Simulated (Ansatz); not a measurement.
TiAl

The calculation's input:

```
crystal:
  lattice:
    - [-2.8120068102, 0.0, 0.0]
    - [0.0, 4.8705386665, 0.0]
    - [1.4060034051, -2.4352693333, -4.5900455634]
  atoms:
    - { symbol: Ti, position: [0.4659228667, 0.5, 0.0] }
    - { symbol: Ti, position: [-0.0340771333, 0.0, 0.0] }
    - { symbol: Al, position: [0.8104550456, 0.0833333333, 0.5] }
    - { symbol: Al, position: [0.3104550456, 0.5833333333, 0.5] }
basis:
  ecutwfc: 520.0
kpoints:
  mp_grid: { grid: [16, 16, 16] }
hamiltonian:
  xc: lda
  pseudopotentials: { kind: paw, azcp: { folder: soft_1 } }
scf:
  occupations: { method: gaussian, width: 0.15 }
output:
  forces: true
  stress: true
  eigenvalues: true
  write_density: true
  write_potential: true
  elf: true
  volumetric_format: npy
```

Run with:

```sh
ansatz run input.yaml --threads 2 --pin off --max-ram 4096MiB --backend cpu --events-out ev --progress --plain --runs-dir out
```

Space group Pm; a point of a scan over the structure, not its minimum; a structure from a database of computed crystals, not necessarily the ambient phase; not relaxed (largest force 0.6 eV/Å); computed without spin polarisation; PAW files of the earlier set (soft_1).

Level of theory: DFT LDA, scalar-relativistic, plane waves, PAW (Ansatz).

**What can the converged valence pseudo-density and electron localisation function tell about the bonding?**

Ti–Ti (2.81 Å): the density is about 0.22 e/Å³ at the midpoint; the ELF is about 0.25 at the midpoint: no shared electron pair shows on this line.

**Metal or insulator at this level of theory?**

It is gapless in this calculation (a metal or semimetal).

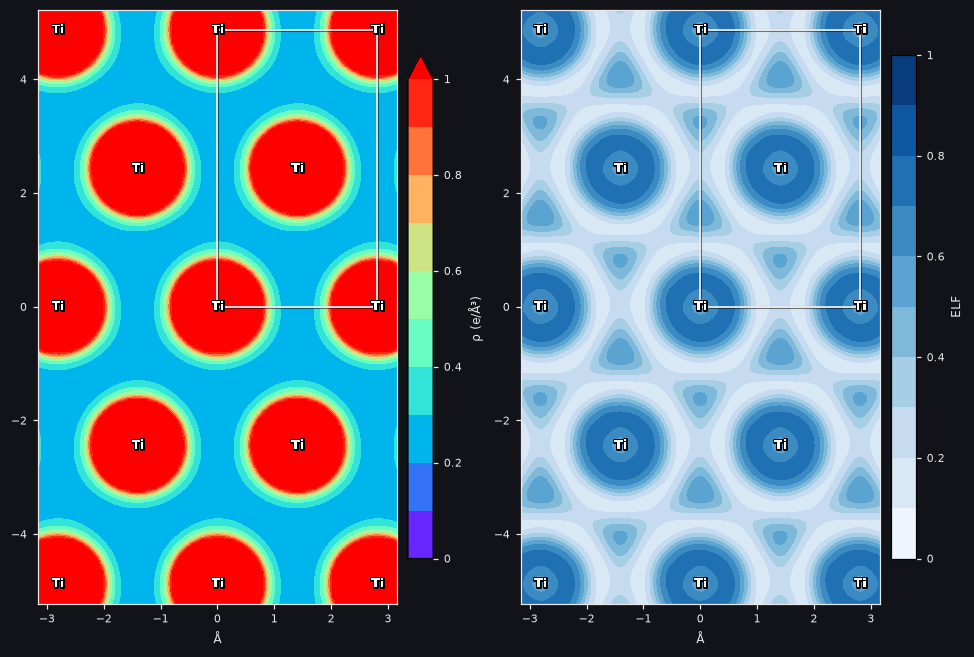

Computed valence pseudo-density and electron localisation function on the (001) plane of the calculation cell, in this order. 

Core electrons are frozen (PAW), and the valence fields are smoothed inside the atomic spheres.
